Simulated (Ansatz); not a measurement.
As. A set of calculations on one system.

Space group Cmce; the calculation finds a residual pressure of about 3 GPa at this fixed cell. No gap opens at this level; semilocal functionals can close small gaps.

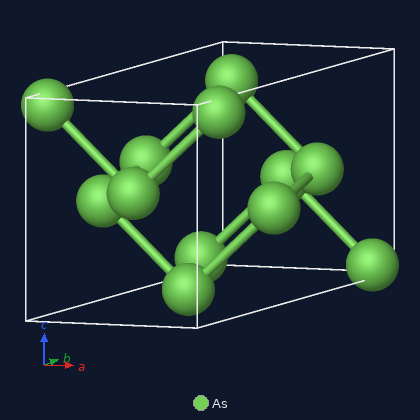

The conventional cell.

Input

```
crystal:
  lattice:
    - [3.65, 0.0, 0.0]
    - [0.0, 0.0, -4.47]
    - [-1.825, 5.5, 0.0]
  atoms:
    - { symbol: As, position: [0.89, 0.94, 0.78] }
    - { symbol: As, position: [0.39, 0.56, 0.78] }
    - { symbol: As, position: [0.11, 0.06, 0.22] }
    - { symbol: As, position: [0.61, 0.44, 0.22] }
basis:
  ecutwfc: 500
  fft_grid_basis: typed
kpoints:
  mp_grid: { grid: [10, 8, 10] }
hamiltonian:
  xc: pbe
  pseudopotentials: { kind: paw }
scf:
  occupations: { method: gaussian, width: 0.05 }
output:
  forces: true
  stress: true
  eigenvalues: true
  bader: true
  write_density: true
  volumetric_format: npy
  elf: true
```

Command:

```sh
ansatz run input.yaml --threads 1 --pin off --max-ram 2560MiB --backend cpu --events-out ev --progress --plain --runs-dir out
```

The picture shows the conventional cell (a = 3.65 Å, b = 11.00 Å, c = 4.47 Å, α = 90.00°, β = 90.00°, γ = 90.00°).

Level of theory: DFT PBE, scalar-relativistic, plane waves, PAW in Ansatz 0.2.0.

Core electrons are frozen (PAW), so the maps are meaningful between the atoms, not at the nuclei.

## 1. Bonding charge

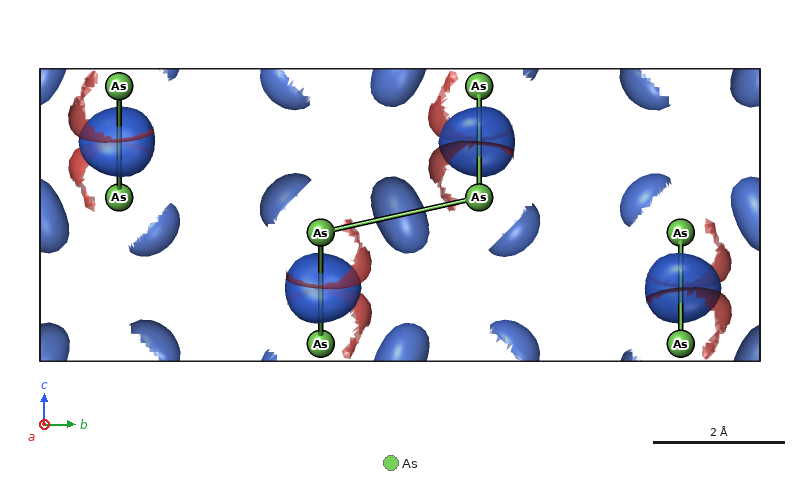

*Bonding charge density, ρ(crystal) − Σ ρ(neutral atoms): blue surfaces at +0.05 and red ones at −0.05 e/Å³, in the conventional cell seen along the a axis (the regions close to the nuclei are left out). Cores are masked to 0.8 Å (As).*

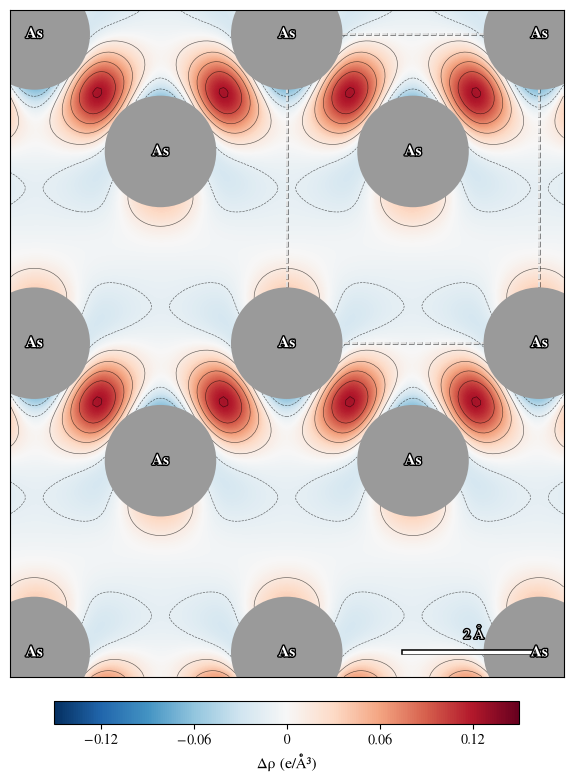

Second picture: a map on the (010) plane of the conventional cell, with grey discs over the atomic cores.

**Read the map: where is density gained and where lost?**

As–As (2.48 Å): Δρ is +0.13 e/Å³ at the midpoint, where it peaks: a build-up of bond charge. Over the whole cell, outside the masked cores, the largest gain, 0.13 e/Å³, lies 1.2 Å from an arsenic nucleus, and the largest loss lies at the edge of the masked core of As. The rearranged charge, half the integral of |Δρ|, is about 0.19 e an atom.

## 2. Moving an atom

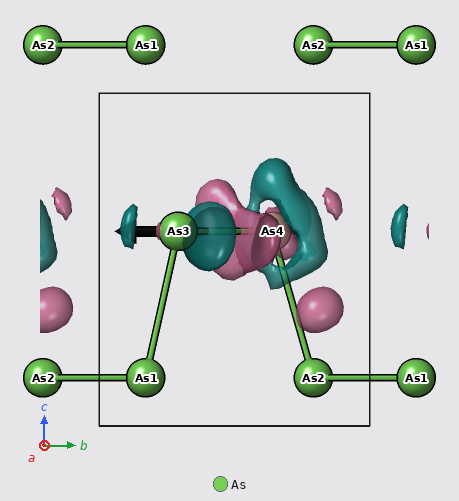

*As4 was moved by 0.15 Å along [0 −1 0] in the axes of the cell drawn (arrow, not to scale). Change of the density less the rigid motion of the neutral atom's own density: teal surfaces at +0.01 and pink ones at −0.01 e/Å³, in the cell of the calculation (origin moved) seen along the a axis.*

**Describe the electronic response.**

About 0.10 e is rearranged in the cell. Outside the cores the largest gain, 0.03 e/Å³, lies 1.1 Å from an arsenic nucleus, and the largest loss lies at the edge of the masked core of As.

**What restoring force does the calculation give for this move?**

The force on it changes by 1.63 eV/Å along the move, against it: a stiffness of about 11 eV/Å² for this sublattice shift.

## 3. Change of volume

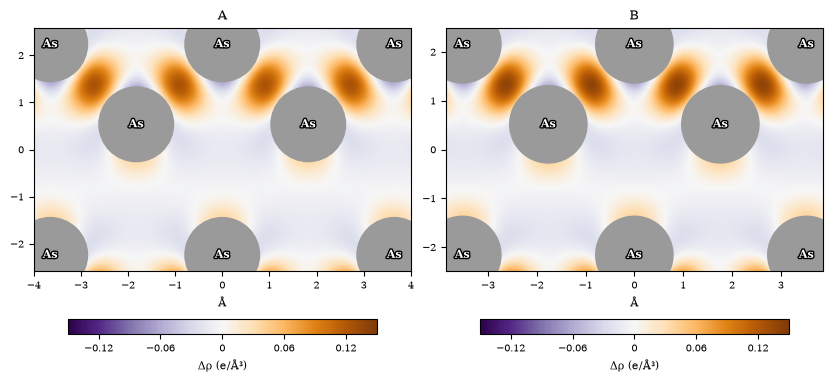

As: deformation density on the (010) plane of the conventional cell at two volumes, with the same fractional coordinates and one colour scale. Grey discs cover the cores. Panel B has 90 % of the volume of panel A.

**What changes between the database cell and the scaled one?**

From A to B, As–As goes from 2.48 to 2.39 Å, and Δρ at its midpoint from +0.13 to +0.15 e/Å³. The pressure is 3 GPa in A and 13 GPa in B. The rearranged charge is 0.19 e an atom in A and 0.19 e in B. The scaled cell isn't relaxed: forces reach 1.1 eV/Å.

## 4. Putting it together

The two pressures give a mean stiffness −ΔP/Δln V of about 92 GPa over this range, with the atoms held at their fractional positions.

Run times: 97 s (base cell), 2.6 min (moved atom) and 88 s (scaled cell), on 1 thread of Arm Neoverse V1, with other jobs on the host.
